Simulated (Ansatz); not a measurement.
System: ZnO.

Input

```
crystal:
  lattice:
    - [3.3499669, 0.0, 0.0]
    - [0.0, 10.1516797, 0.0]
    - [0.0, 0.0, 4.7518169]
  atoms:
    - { symbol: Zn, position: [0.5, 0.851468, 0.107489] }
    - { symbol: Zn, position: [0.5, 0.148532, 0.107489] }
    - { symbol: Zn, position: [0.0, 0.0, 0.611309] }
    - { symbol: Zn, position: [0.5, 0.5, 0.388691] }
    - { symbol: Zn, position: [0.0, 0.351468, 0.892511] }
    - { symbol: Zn, position: [0.0, 0.648532, 0.892511] }
    - { symbol: O, position: [0.5, 0.0, 0.374334] }
    - { symbol: O, position: [0.0, 0.848042, 0.871963] }
    - { symbol: O, position: [0.0, 0.151958, 0.871963] }
    - { symbol: O, position: [0.5, 0.348042, 0.128037] }
    - { symbol: O, position: [0.5, 0.651958, 0.128037] }
    - { symbol: O, position: [0.0, 0.5, 0.625666] }
basis:
  ecutwfc: 420
kpoints:
  mp_grid: { grid: [8, 4, 6] }
  band_path:
    path:
      - [[0.0, 0.0, 0.0], [0.5, 0.0, 0.0], [0.5, 0.5, 0.0], [0.0, 0.5, 0.0], [0.0, 0.0, 0.0], [0.0, 0.0, 0.5], [0.5, 0.0, 0.5], [0.5, 0.5, 0.5], [0.0, 0.5, 0.5], [0.0, 0.0, 0.5]]
      - [[0.5, 0.0, 0.0], [0.5, 0.0, 0.5]]
      - [[0.0, 0.5, 0.0], [0.0, 0.5, 0.5]]
      - [[0.5, 0.5, 0.0], [0.5, 0.5, 0.5]]
    npoints: 10
hamiltonian:
  xc: lda
scf:
  occupations: { method: gaussian, width: 0.02 }
  n_extra_bands: 30
output:
  forces: true
  stress: true
  eigenvalues: true
  populations: true
  dos: { projected: true, de: 0.02, nscf_kmesh: { grid: [12, 6, 9] } }
  bader: false
  write_density: true
  write_potential: true
  elf: true
  volumetric_format: npy
```

Command:

```sh
ansatz run input.yaml --threads 4 --pin off --max-ram 8192MiB --backend cpu --events-out ev --progress --plain --runs-dir out
```

Below, planes, directions and counts refer to the conventional cell (a = 3.35 Å, b = 10.15 Å, c = 4.75 Å, α = 90.00°, β = 90.00°, γ = 90.00°).

Space group Pmmn; a structure generated by program, which may or may not match a known phase; computed pressure about −10 GPa in this cell.

Level of theory: DFT LDA, scalar-relativistic, plane waves, PAW (Ansatz 0.2.0).

Question: What will maps of the valence pseudo-density and electron localisation function show?

Answer: Zn–O (2.01 Å): the density is about 0.56 e/Å³ at the midpoint; the ELF peaks at about 0.85 in the valence shell of O, 0.6 Å from its nucleus, and is about 0.25 at the midpoint; no shared electron pair shows on this line.

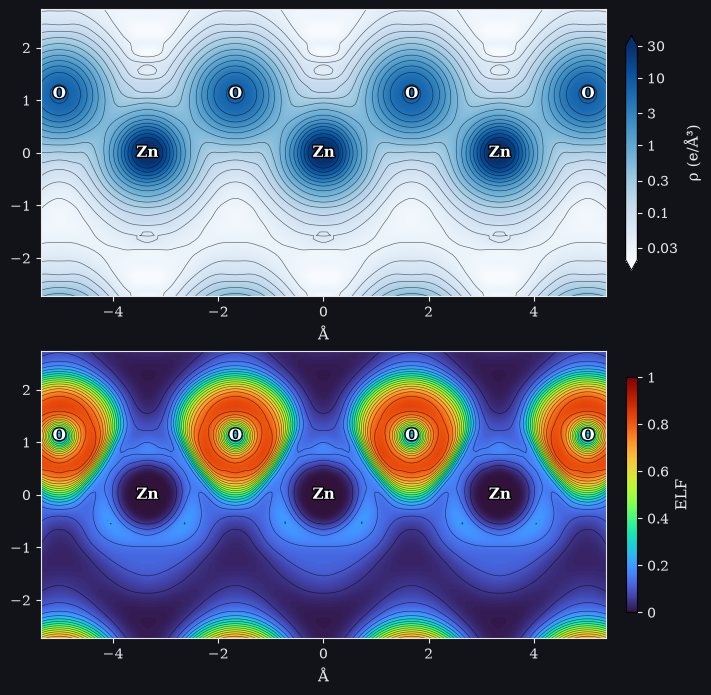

Computed valence pseudo-density and electron localisation function on the (010) plane of the conventional cell, in this order. 

Core electrons are frozen (PAW), and the valence fields are smoothed inside the atomic spheres.
